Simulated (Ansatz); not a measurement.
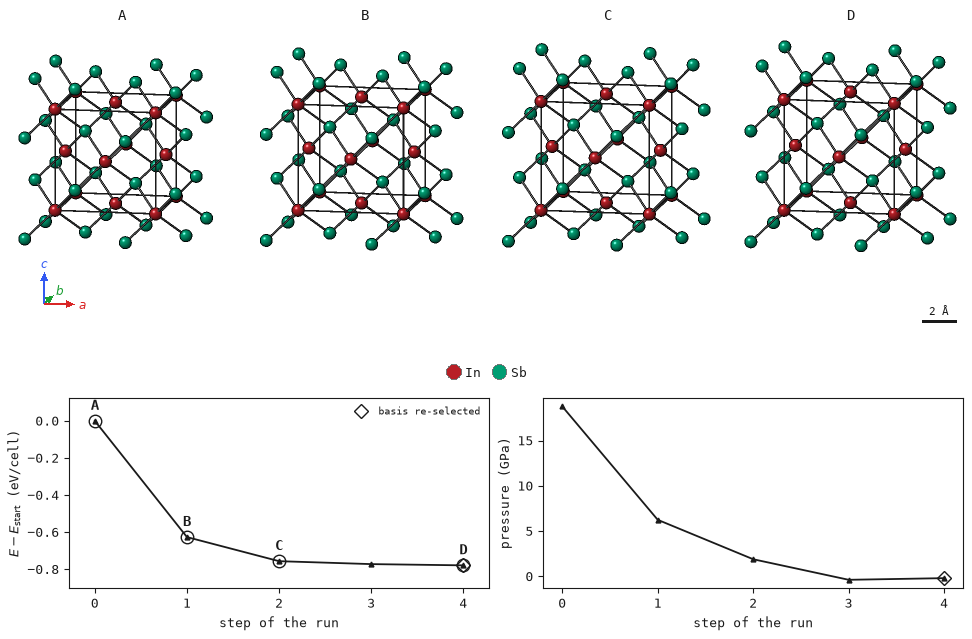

Frames of a relaxation of solid InSb (a generated structure, set up in F-43m) (coarse preliminary run), marked on the history of the run. The picture is a ball-and-stick view of the conventional cell (4 times the calculation's cell), seen slightly off an axis. Lengths and directions refer to the drawn axes.

Case: N → Sb on all its sites, cell and atoms relaxed.

Level of theory: DFT PBE, scalar-relativistic, plane waves, PAW (Ansatz). (plane-wave cutoff 420 eV; k-point mesh 6 × 6 × 6; occupations gaussian; smearing width 0.1 eV; no spin polarisation; cell and atoms relaxed; force threshold 0.05 eV/Å; at most 60 steps)

> Describe the path.

Over 3 accepted moves (4 points after the start) the energy falls by 0.779 eV per cell of the calculation. All forces vanish by symmetry, so only the cell relaxes. Pressure: 18.77 GPa at the start and −0.20 GPa at the end. At 1 point the geometry stayed and the basis and grid were re-selected for the new cell (energy shift of 6.7 meV per cell of the calculation at most each time). No atom moves by more than 0.005 Å relative to the cell. The volume changes by +31.6 %, with a = b = c 6.069 → 6.651 Å (+9.6 %). Among the contacts that change: In–Sb 2.628 → 2.880 Å. The space group stays F-43m (No. 216). Cost: 8.5 s on 1 thread of INTEL(R) XEON(R) PLATINUM 8581C CPU @ 2.30GHz (Emerald Rapids), on a shared host, peak memory 0.39 GiB. From step 0 to 1: volume +15.3 %, energy −0.627 eV per cell of the calculation. From step 1 to 2: volume +8.3 %, energy −0.130 eV per cell of the calculation. From step 2 to 4: volume +5.4 %, energy −22.5 meV per cell of the calculation.
